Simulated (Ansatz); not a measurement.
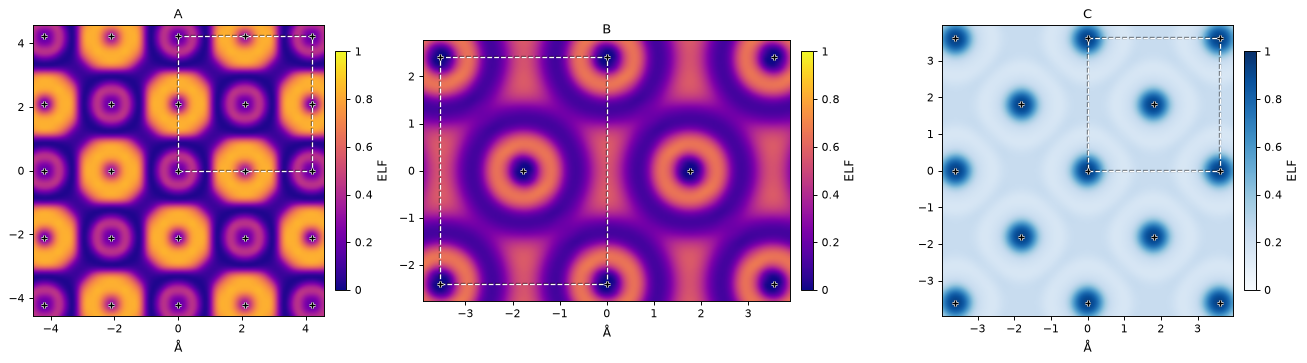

The electron localisation function of 3 systems, each on a plane through atoms (crosses mark nuclei in the plane).

All numbers below come from DFT PBEsol, scalar-relativistic, plane waves, PAW in Ansatz.

System 1: Ti, the (11̄0) plane of the conventional cell. Space group I4/mmm; changed on purpose from its base cell (strain +0.040 along x and y, +0.080 along z, atoms carried along); computed pressure about −17 GPa in this cell; computed without spin polarisation.

System 2: MgO, the (001) plane of the conventional cell. Space group P4mm; changed on purpose from its base cell (atom 5 (O) moved +0.150 A towards its neighbour atom 1 (Mg) at 2.107 A); not relaxed (largest force 1.7 eV/Å).

```
CELL_PARAMETERS angstrom
0.00000 -4.21421 0.00000
0.00000 0.00000 -4.21421
4.21421 0.00000 0.00000
ATOMIC_POSITIONS crystal
Mg 0.00000 0.00000 0.00000
Mg 0.50000 0.00000 0.50000
Mg 0.00000 0.50000 0.50000
Mg 0.50000 0.50000 0.00000
O 0.00000 0.00000 0.46441
O 0.50000 0.00000 0.00000
O 0.00000 0.50000 0.00000
O 0.50000 0.50000 0.50000
```

System 3: Cu, the (100) plane of the conventional cell. Space group Fm-3m; computed pressure about −6 GPa in this cell; computed without spin polarisation.

```
Cu
1.0
     3.61500    0.00000    0.00000
     0.00000    3.61500    0.00000
     0.00000    0.00000    3.61500
Cu
4
Direct
  0.00000 0.00000 0.00000
  0.50000 0.50000 0.00000
  0.50000 0.00000 0.50000
  0.00000 0.50000 0.50000
```

Q: Match each panel to its system.

A: Panel A is system 2, MgO: the plane holds Mg and O. Mg–O (2.11 Å): the ELF peaks at about 0.85 in the valence shell of O, 0.7 Å from its nucleus, and is about 0.35 at the midpoint; an ionic contact with no shared pair. Panel B is system 1, Ti: the plane holds Ti. Ti–Ti (2.99 Å): the ELF is about 0.20 at the midpoint; no shared electron pair shows on this line. Panel C is system 3, Cu: the plane holds Cu. Cu–Cu (2.56 Å): the ELF is about 0.20 at the midpoint; no shared electron pair shows on this line.
